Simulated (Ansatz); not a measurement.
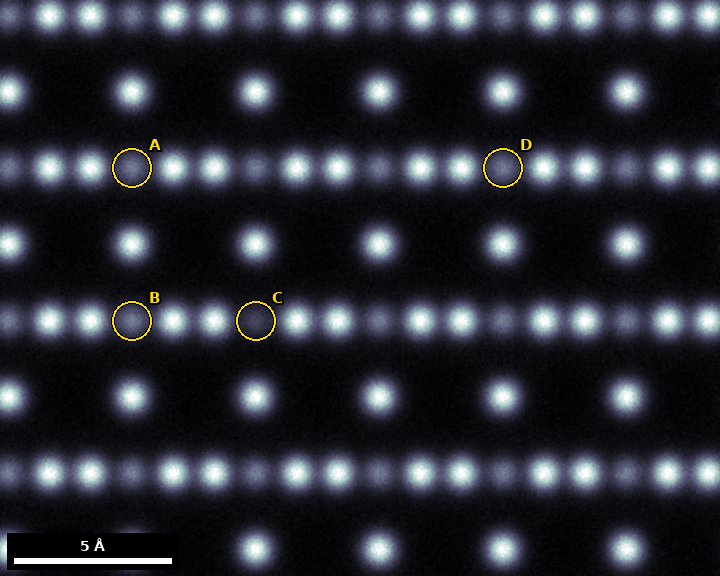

Z-contrast image of Ti3Al (P6/mmm, No. 191) along [100]. Simulation: incoherent imaging, intensity Z^1.7 per atom, probe width 0.76 Å, thin sample. The probe carries 15 % of its weight in a tail 2.5 times as wide. The display is stretched by a gamma of 0.8; percentages refer to the linear signal. Shot noise was added.

The sample is 2 repeats (9.1 Å) thick. One point defect was put into the perfect crystal, without relaxing the atoms around it. Brightness is counted from the darkest point of the image. Host structure: the end point of a relaxation with Ansatz 0.2.0, DFT r2SCAN, scalar-relativistic, plane waves, PAW; the starting structure was generated, so it need not be a known form of this composition.

Which ringed column holds the defect, and does it scatter more or less than its equals?

Answer. C; it scatters less. The column holds 2 atoms (Al) through the sample, and one Al atom is missing, so its peak drops to about 50 % of that of its equals.
